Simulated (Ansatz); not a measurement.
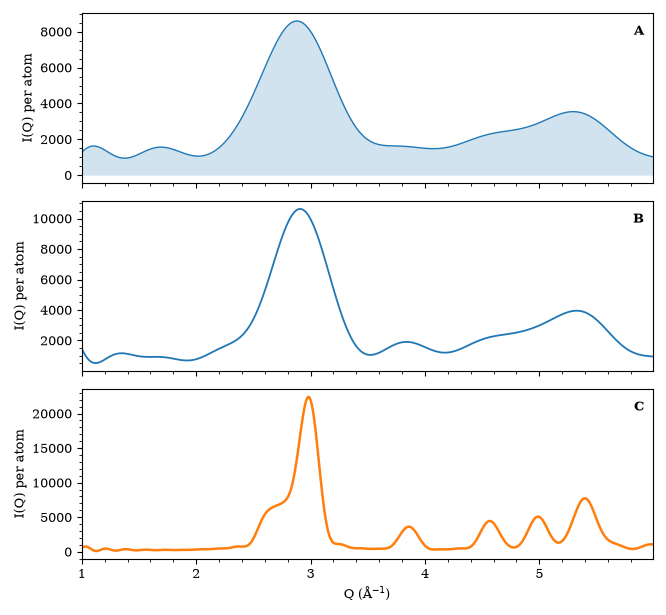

X-ray scattering of spheres cut from the crystal structure of Ir (P6_3/mmc, a = 2.750 Å, b = 2.750 Å, c = 4.452 Å, α = 90.00°, β = 90.00°, γ = 120.00°), calculated atom by atom with the Debye equation (B = 0.5 Å², no relaxation of the surface). Structure used: the geometry relaxed at fixed volume with Ansatz, DFT r2SCAN, scalar-relativistic, plane waves, PAW; the starting structure was generated, so it need not be a known form of this composition.

**The spheres are 10, 14 and 36 Å across. Which curve is which?**

curve A: 10 Å (39 atoms); curve B: 14 Å (93 atoms); curve C: 36 Å (1701 atoms). Peak widths go roughly as 2π/D, so the largest sphere has the sharpest peaks.

**Index the main peaks of the largest sphere.**

Q ≈ 2.98 Å⁻¹: 101; Q ≈ 3.86 Å⁻¹: 102; Q ≈ 4.57 Å⁻¹: 110; Q ≈ 4.99 Å⁻¹: 103; Q ≈ 5.40 Å⁻¹: 112 + 201.
